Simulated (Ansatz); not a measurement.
# C: geometry relaxation (part 4 of 5)

C (defect cell, 63 atoms in the cell); DFT PBE, scalar-relativistic, plane waves, PAW, spin-polarised (Ansatz 0.2.0); cutoff 420 eV, 3×3×3 k-mesh, Gaussian smearing of 0.05 eV, collinear spins. The structure derives from an entry of the Crystallography Open Database.

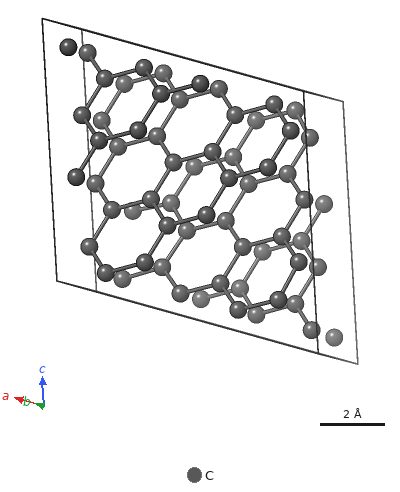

Figure 1. The geometry at step 5 of the log (ball-and-stick view of the cell of the calculation, seen at an oblique angle).

### Trajectory as extended XYZ, continued
```
63
Lattice="-4.9121 -2.8360 6.6940 4.9121 -2.8360 6.6940 0.0000 5.6720 6.6940" Properties=species:S:1:pos:R:3:forces:R:3 step=3 energy=-15800.45961
C    -1.2284   -0.7108    5.0023    0.0157  -0.0095   0.0221
C    -1.3536   -2.1237    8.3369    0.2551   0.2070   0.0630
C    -1.2279   -3.5467   11.7267   -0.0083  -0.0016  -0.0057
C    -2.4514    0.0722    8.3936    0.9438   0.0663   0.0986
C    -2.4560   -1.4196   11.7293   -0.0210   0.0146   0.0334
C    -3.6842    0.7080   11.7289    0.0072  -0.0146  -0.0360
C     1.2282   -0.7109    5.0213   -0.0157   0.0093   0.0114
C     1.2303   -2.1299    8.3477   -0.0116  -0.1096  -0.0174
C     1.2277   -3.5463   11.7036    0.0061  -0.0180   0.0417
C     0.0001    1.4163    5.0125    0.0090   0.0087   0.0665
C    -0.0078   -0.0191    8.3512    0.0523  -0.1643   0.0239
C    -0.0006   -1.4195   11.7179    0.0068   0.0037   0.0489
C     0.0310   -2.7891   15.1048   -0.6808   0.3195   0.0696
C    -1.2125    2.1384    8.3504   -0.0318   0.0097  -0.0184
C    -1.2291    0.7075   11.7278    0.0279   0.0026  -0.0069
C    -1.2397   -0.6944   15.0572    0.0324   0.1295   0.0170
C    -2.4567    2.8339   11.7011    0.0156   0.0353   0.0781
C    -2.5241    1.4075   15.0413    1.1477  -0.0100  -0.0386
C     3.8139   -2.1439    8.3447   -0.0450  -0.2737  -0.0139
C     2.4934   -0.0305    8.3682   -0.2144  -0.1163  -0.0425
C     2.4560   -1.4196   11.7019    0.0077  -0.0001   0.0032
C     1.2350    2.0775    8.3571   -0.0490  -0.3444   0.0407
C     1.2276    0.7072   11.7168    0.0022   0.0175   0.0082
C     1.2272   -0.6609   15.0561    0.0533   0.1137   0.0342
C     0.0502    4.2049    8.3367   -1.4090  -0.1184  -0.0370
C    -0.0005    2.8343   11.7152   -0.0052   0.0081  -0.0134
C    -0.0327    1.4403   15.0392    0.1174  -0.0003  -0.0034
C     0.0002   -0.0024   18.4096   -0.0065   0.0498   0.0368
C     3.6846    0.7075   11.7198   -0.0205  -0.0104  -0.0281
C     2.4562    2.8344   11.7233   -0.0069  -0.0010  -0.0002
C     2.4746    1.4298   15.0302   -0.0240  -0.0458   0.0121
C    -2.4562   -1.4198    5.0011   -0.0196  -0.0114   0.0119
C    -2.5856   -2.8762    8.3218   -0.6945  -0.0870   0.1025
C    -3.6506   -0.5186    8.4850   -0.6704  -1.3968  -0.2093
C     0.1177   -0.1094    1.6209    0.2050   1.8288   0.1261
C    -0.0001   -1.4199    5.0139   -0.0003   0.0027  -0.0304
C    -0.0549   -2.8219    8.3409   -0.0392   0.1044  -0.0209
C    -0.0002   -4.2556   11.7177    0.0119  -0.0230  -0.0457
C    -1.2278    0.7070    5.0021   -0.0147   0.0217   0.0174
C    -1.2487   -0.6924    8.3597   -0.0431  -0.3544  -0.0276
C    -1.2285   -2.1286   11.7292    0.0134  -0.0069  -0.0669
C    -2.4532    1.4809    8.3645    0.1668  -0.0918  -0.0663
C    -2.4563   -0.0011   11.7351   -0.0101  -0.0441  -0.0763
C    -3.6842    2.1248   11.7119   -0.0075   0.0111   0.0136
C     2.4560   -1.4197    5.0296    0.0085  -0.0076  -0.0181
C     2.5086   -2.8342    8.3386    0.0824   0.2940   0.0164
C     1.2282    0.7069    5.0204   -0.0045   0.0131  -0.0325
C     1.2390   -0.7246    8.3517    0.0864   0.0642  -0.0149
C     1.2276   -2.1286   11.7030    0.0029   0.0016   0.0325
C     0.0003    2.8347    5.0251   -0.0151  -0.0366   0.0003
C    -0.0033    1.3988    8.3531   -0.0521  -0.3028   0.0036
C    -0.0007   -0.0017   11.7213    0.0019  -0.0116  -0.0190
C     0.0057   -1.3659   15.0696   -0.3129  -0.1820  -0.0415
C    -1.2136    3.5408    8.3392   -0.0005   0.3593  -0.0033
C    -1.2291    2.1252   11.7121    0.0206   0.0088   0.0018
C    -1.2615    0.7280   15.0471    0.0466  -0.1280  -0.0293
C     3.7356   -0.7128    8.3782    0.0915  -0.3146  -0.0146
C     2.4722    1.3886    8.3662    0.1999  -0.0139  -0.0091
C     2.4561   -0.0017   11.7102    0.0084  -0.0108   0.0171
C     1.2199    3.4567    8.3522    0.7554   0.3337  -0.0491
C     1.2277    2.1255   11.7193    0.0147  -0.0090  -0.0028
C     1.2195    0.7463   15.0376    0.0376   0.2273   0.0008
C     3.6846    2.1252   11.7213   -0.0201   0.0059  -0.0134
63
Lattice="-4.9121 -2.8360 6.6940 4.9121 -2.8360 6.6940 0.0000 5.6720 6.6940" Properties=species:S:1:pos:R:3:forces:R:3 step=4 energy=-15800.43032 accepted=F
C    -1.2279   -0.7109    5.0205   -0.0124   0.0000  -0.0021
C    -1.3390   -2.1456    8.3543    0.1312   0.4827  -0.0007
C    -1.2280   -3.5471   11.7158    0.0130   0.0063  -0.0051
C    -2.4798   -0.0097    8.3749    0.1268   0.0931  -0.1325
C    -2.4557   -1.4208   11.7277    0.0148   0.0190  -0.0268
C    -3.6837    0.7069   11.7169   -0.0112   0.0114   0.0351
C     1.2281   -0.7103    5.0326    0.0064  -0.0128   0.0045
C     1.2250   -2.1266    8.3542    0.0891   0.2397  -0.0201
C     1.2280   -3.5473   11.6982    0.0056   0.0025   0.0566
C    -0.0003    1.4153    5.0297    0.0004   0.0257  -0.0309
C    -0.0183   -0.0228    8.3566   -0.1476   0.1510   0.0324
C     0.0005   -1.4207   11.7191   -0.0078   0.0050  -0.0373
C     0.0043   -2.8242   15.0707    0.0906   0.0629  -0.1197
C    -1.2170    2.1438    8.3506    0.2564  -0.2614   0.0411
C    -1.2268    0.7067   11.7262   -0.0417  -0.0084  -0.0185
C    -1.2269   -0.6998   15.0461   -0.0424  -0.1418   0.0366
C    -2.4551    2.8348   11.7155   -0.0330  -0.0348  -0.0216
C    -2.4564    1.4185   15.0450   -0.9096  -0.0746  -0.0199
C     3.7852   -2.1189    8.3531   -0.1227   0.5858   0.0246
C     2.4604   -0.0122    8.3578    0.1895   0.0338   0.0393
C     2.4558   -1.4206   11.7111   -0.0027   0.0072   0.0084
C     1.2300    2.1202    8.3594   -0.1125  -0.0865  -0.0341
C     1.2282    0.7071   11.7229    0.0036  -0.0129   0.0014
C     1.2427   -0.6974   15.0520   -0.1915   0.2397  -0.0882
C     0.0324    4.2948    8.3474    0.9662  -0.2913   0.0110
C     0.0004    2.8346   11.7269    0.0090  -0.0057  -0.0111
C     0.0051    1.4317   15.0416   -0.0298  -0.1104   0.0116
C    -0.0006   -0.0007   18.4041    0.0382  -0.0567   0.0018
C     3.6832    0.7070   11.7165    0.0454  -0.0026   0.0253
C     2.4560    2.8348   11.7250   -0.0054  -0.0077  -0.0128
C     2.4821    1.4427   15.0401   -0.1518  -0.0894   0.0213
C    -2.4559   -1.4197    5.0098    0.0134  -0.0079   0.0392
C    -2.5861   -2.8740    8.3465    0.7865  -0.4161   0.0173
C    -3.7069   -0.6746    8.3732   -0.0295   1.4968   0.0733
C     0.1287    0.0259    1.6501    0.1655  -1.1798   0.0184
C     0.0003   -1.4193    5.0285    0.0011  -0.0197  -0.0025
C    -0.0407   -2.8280    8.3500   -0.0603  -0.2733  -0.0003
C    -0.0002   -4.2556   11.7007   -0.0059  -0.0094   0.0676
C    -1.2285    0.7069    5.0204    0.0219  -0.0074  -0.0053
C    -1.2531   -0.7240    8.3632    0.0126   0.0324  -0.0136
C    -1.2273   -2.1296   11.7205   -0.0297   0.0142  -0.0057
C    -2.4426    1.4245    8.3543   -0.5925   0.2007   0.0912
C    -2.4550   -0.0033   11.7215   -0.0243   0.0519   0.0204
C    -3.6839    2.1259   11.7123   -0.0059  -0.0396  -0.0169
C     2.4561   -1.4194    5.0295   -0.0167  -0.0094  -0.0166
C     2.4997   -2.8143    8.3494    0.0541  -0.4544  -0.0085
C     1.2280    0.7071    5.0311   -0.0013  -0.0071  -0.0339
C     1.2236   -0.7172    8.3526   -0.0898  -0.0224   0.0224
C     1.2280   -2.1300   11.7048    0.0097   0.0169   0.0199
C    -0.0007    2.8330    5.0230    0.0277   0.0505   0.0018
C    -0.0077    1.4049    8.3572    0.1325   0.2027  -0.0236
C     0.0005   -0.0030   11.7224   -0.0008   0.0179   0.0120
C     0.0032   -1.3995   15.0499    0.3783   0.0609   0.0865
C    -1.2030    3.5745    8.3471   -0.1587  -0.0551  -0.0125
C    -1.2272    2.1252   11.7228   -0.0125  -0.0026  -0.0112
C    -1.2153    0.7181   15.0423   -0.1836   0.0235   0.0058
C     3.6936   -0.7038    8.3666   -0.2097   0.1699  -0.0457
C     2.4641    1.4110    8.3582   -0.0635   0.1197  -0.0223
C     2.4559   -0.0028   11.7157   -0.0013   0.0149   0.0076
C     1.2385    3.5275    8.3510   -0.3167  -0.6897   0.0159
C     1.2284    2.1250   11.7268   -0.0134   0.0198  -0.0195
C     1.2451    0.7287   15.0416    0.0305  -0.0492  -0.0011
C     3.6836    2.1257   11.7177    0.0171  -0.0198  -0.0297
63
Lattice="-4.9121 -2.8360 6.6940 4.9121 -2.8360 6.6940 0.0000 5.6720 6.6940" Properties=species:S:1:pos:R:3:forces:R:3 step=5 energy=-15800.62298
C    -1.2282   -0.7108    5.0129    0.0004   0.0029   0.0058
C    -1.3431   -2.1327    8.3499    0.0293   0.1209   0.0155
C    -1.2280   -3.5469   11.7196    0.0028   0.0036  -0.0106
C    -2.4622    0.0374    8.3835    0.0543   0.0237   0.0091
C    -2.4561   -1.4197   11.7220    0.0016   0.0018  -0.0120
C    -3.6841    0.7075   11.7212   -0.0002   0.0009  -0.0074
C     1.2280   -0.7105    5.0202   -0.0003   0.0039  -0.0069
C     1.2297   -2.1289    8.3482    0.0239   0.0100  -0.0034
C     1.2280   -3.5469   11.7120   -0.0015   0.0028   0.0162
C    -0.0001    1.4163    5.0191    0.0004   0.0021   0.0018
C    -0.0139   -0.0242    8.3553    0.0075   0.0029  -0.0023
C    -0.0001   -1.4198   11.7192    0.0018  -0.0035  -0.0040
C     0.0079   -2.7973   15.0849   -0.0555   0.1057  -0.0078
C    -1.2139    2.1404    8.3523    0.0402  -0.0082  -0.0049
C    -1.2283    0.7073   11.7218   -0.0001  -0.0019  -0.0111
C    -1.2356   -0.6977   15.0545   -0.0368   0.0043  -0.0048
C    -2.4561    2.8343   11.7123   -0.0027   0.0012   0.0112
C    -2.4859    1.4043   15.0456   -0.0815   0.0548  -0.0111
C     3.8022   -2.1278    8.3518    0.0306   0.0158   0.0110
C     2.4751   -0.0242    8.3614   -0.0497   0.0107  -0.0134
C     2.4561   -1.4198   11.7108   -0.0022  -0.0014   0.0048
C     1.2321    2.0888    8.3577   -0.0612  -0.0160  -0.0041
C     1.2280    0.7074   11.7178    0.0012  -0.0010  -0.0053
C     1.2313   -0.6718   15.0543   -0.0157   0.0189  -0.0032
C     0.0443    4.2462    8.3460   -0.1936   0.0401   0.0051
C    -0.0001    2.8345   11.7151   -0.0007  -0.0002  -0.0082
C    -0.0142    1.4357   15.0413   -0.0083  -0.0064  -0.0061
C     0.0000   -0.0018   18.4108    0.0023   0.0031   0.0018
C     3.6842    0.7073   11.7175    0.0012  -0.0022  -0.0063
C     2.4561    2.8345   11.7190    0.0016  -0.0001  -0.0119
C     2.4782    1.4370   15.0372   -0.0089  -0.0177  -0.0014
C    -2.4561   -1.4199    5.0129    0.0012  -0.0028   0.0213
C    -2.5806   -2.8840    8.3453   -0.1157  -0.0557   0.0075
C    -3.6860   -0.5842    8.4236    0.1407   0.0928  -0.1116
C     0.1320   -0.0384    1.6493    0.1927  -0.2143   0.0066
C     0.0001   -1.4197    5.0155   -0.0002  -0.0008   0.0054
C    -0.0471   -2.8257    8.3446   -0.0243  -0.0471   0.0087
C    -0.0001   -4.2559   11.7150   -0.0005  -0.0031   0.0102
C    -1.2280    0.7072    5.0127    0.0022  -0.0036   0.0149
C    -1.2504   -0.7090    8.3610   -0.1332  -0.0771   0.0180
C    -1.2282   -2.1288   11.7200   -0.0010  -0.0025  -0.0040
C    -2.4511    1.4586    8.3611   -0.0625  -0.0463   0.0067
C    -2.4561   -0.0019   11.7224   -0.0012   0.0008  -0.0093
C    -3.6841    2.1251   11.7146   -0.0001  -0.0029   0.0109
C     2.4559   -1.4197    5.0230   -0.0014  -0.0009  -0.0003
C     2.5076   -2.8245    8.3438    0.0395  -0.0219   0.0135
C     1.2280    0.7073    5.0182   -0.0006  -0.0058   0.0008
C     1.2309   -0.7229    8.3512   -0.0314   0.0107   0.0039
C     1.2280   -2.1291   11.7110   -0.0008   0.0013   0.0172
C    -0.0001    2.8341    5.0229    0.0009   0.0004   0.0025
C    -0.0061    1.3967    8.3549   -0.0370   0.0022   0.0024
C    -0.0002   -0.0020   11.7186    0.0004   0.0017   0.0046
C     0.0006   -1.3771   15.0618    0.0854  -0.0395   0.0010
C    -1.2088    3.5587    8.3442    0.0510   0.0293   0.0120
C    -1.2283    2.1253   11.7141    0.0039   0.0011   0.0064
C    -1.2382    0.7193   15.0455    0.0440   0.0037   0.0052
C     3.7107   -0.7066    8.3687    0.0338  -0.0919   0.0060
C     2.4681    1.3955    8.3613    0.0528   0.0392  -0.0040
C     2.4562   -0.0020   11.7136   -0.0014   0.0016   0.0113
C     1.2323    3.4816    8.3528    0.0534   0.0444  -0.0191
C     1.2280    2.1254   11.7166   -0.0013   0.0008   0.0047
C     1.2315    0.7422   15.0401    0.0330   0.0131   0.0074
C     3.6842    2.1253   11.7170   -0.0027   0.0013   0.0032
63
Lattice="-4.9121 -2.8360 6.6940 4.9121 -2.8360 6.6940 0.0000 5.6720 6.6940" Properties=species:S:1:pos:R:3:forces:R:3 step=6 energy=-15800.62828
C    -1.2165   -0.7147    5.0450   -0.0104   0.0002  -0.0217
C    -1.3764   -2.1303    8.3473    0.1526   0.0393   0.0171
C    -1.2163   -3.5508   11.7299   -0.0013  -0.0008  -0.0128
C    -2.4712    0.0503    8.3427   -0.0182   0.0123   0.0019
C    -2.4445   -1.4237   11.7225   -0.0024  -0.0003  -0.0118
C    -3.6725    0.7035   11.7282   -0.0058   0.0074  -0.0037
C     1.2396   -0.7144    5.0310   -0.0032  -0.0030  -0.0182
C     1.2198   -2.1269    8.3471   -0.0104  -0.0019   0.0079
C     1.2396   -3.5508   11.7465   -0.0042   0.0017  -0.0217
C     0.0116    1.4123    5.0350   -0.0084   0.0007  -0.0225
C    -0.0312   -0.0267    8.3425    0.0515   0.0241   0.0100
C     0.0116   -1.4239   11.7342   -0.0028   0.0029  -0.0255
C    -0.0023   -2.7836   15.0325   -0.0554  -0.0454  -0.0039
C    -1.2249    2.1457    8.3394   -0.0186   0.0011   0.0074
C    -1.2165    0.7032   11.7284   -0.0112   0.0040  -0.0124
C    -1.2490   -0.6901   15.0277   -0.0011   0.0071   0.0052
C    -2.4445    2.8304   11.7411   -0.0042  -0.0024  -0.0332
C    -2.5055    1.4067   15.0342   -0.0500  -0.0599   0.0025
C     3.8148   -2.1287    8.3456   -0.1268   0.0079   0.0098
C     2.4655   -0.0256    8.3377    0.0243   0.0384   0.0173
C     2.4677   -1.4239   11.7398   -0.0071   0.0017  -0.0239
C     1.2173    2.0857    8.3388    0.0232  -0.0027  -0.0163
C     1.2396    0.7034   11.7321   -0.0046   0.0009  -0.0171
C     1.2200   -0.6604   15.0285    0.0042   0.0052   0.0042
C     0.0315    4.2446    8.3444   -0.0132  -0.1382  -0.0179
C     0.0116    2.8306   11.7305   -0.0041   0.0045  -0.0095
C    -0.0291    1.4434   15.0351    0.0042  -0.0273   0.0136
C     0.0116   -0.0056   18.4316   -0.0041  -0.0046  -0.0267
C     3.6957    0.7032   11.7318    0.0004   0.0054  -0.0167
C     2.4676    2.8306   11.7281   -0.0052   0.0035  -0.0129
C     2.4702    1.4434   15.0385   -0.0498   0.0015   0.0068
C    -2.4445   -1.4239    5.0502    0.0102  -0.0044  -0.0176
C    -2.6270   -2.8828    8.3444   -0.0747   0.0845  -0.0010
C    -3.6934   -0.5633    8.3436   -0.0097  -0.0168  -0.0040
C     0.1541   -0.0480    1.6495    0.0446   0.2575   0.0204
C     0.0117   -1.4235    5.0351    0.0048  -0.0067   0.0016
C    -0.0684   -2.8201    8.3460    0.0051   0.0223  -0.0028
C     0.0116   -4.2599   11.7378   -0.0024  -0.0033  -0.0005
C    -1.2163    0.7032    5.0415    0.0026  -0.0036  -0.0123
C    -1.2718   -0.7086    8.3453    0.0669  -0.0321   0.0036
C    -1.2166   -2.1329   11.7259    0.0041  -0.0010   0.0047
C    -2.4630    1.4683    8.3347   -0.0114   0.0543   0.0418
C    -2.4445   -0.0060   11.7229    0.0072   0.0062   0.0100
C    -3.6725    2.1211   11.7352    0.0040  -0.0016  -0.0113
C     2.4675   -1.4235    5.0300    0.0020  -0.0057   0.0048
C     2.5087   -2.8198    8.3467   -0.0324   0.0396  -0.0078
C     1.2396    0.7032    5.0263    0.0050  -0.0013  -0.0042
C     1.2176   -0.7221    8.3409    0.0184   0.0263   0.0229
C     1.2396   -2.1331   11.7399    0.0035   0.0017  -0.0141
C     0.0116    2.8300    5.0333    0.0016   0.0065  -0.0019
C    -0.0223    1.3951    8.3385    0.0465  -0.0104   0.0181
C     0.0115   -0.0061   11.7293    0.0042   0.0000  -0.0045
C    -0.0099   -1.3657   15.0246   -0.0135   0.0027   0.0441
C    -1.2196    3.5640    8.3416    0.0258  -0.0805   0.0150
C    -1.2164    2.1213   11.7316   -0.0048  -0.0018  -0.0067
C    -1.2534    0.7275   15.0300   -0.0281  -0.0420   0.0205
C     3.7077   -0.7074    8.3386   -0.0045   0.0189   0.0285
C     2.4583    1.3971    8.3339   -0.0311  -0.0593   0.0224
C     2.4677   -0.0061   11.7330    0.0030   0.0014  -0.0094
C     1.2166    3.4784    8.3367    0.1308  -0.1099   0.0524
C     1.2396    2.1214   11.7270    0.0038   0.0004   0.0016
C     1.2209    0.7533   15.0320   -0.0297  -0.0217   0.0105
C     3.6956    2.1214   11.7295    0.0101  -0.0036  -0.0002
```
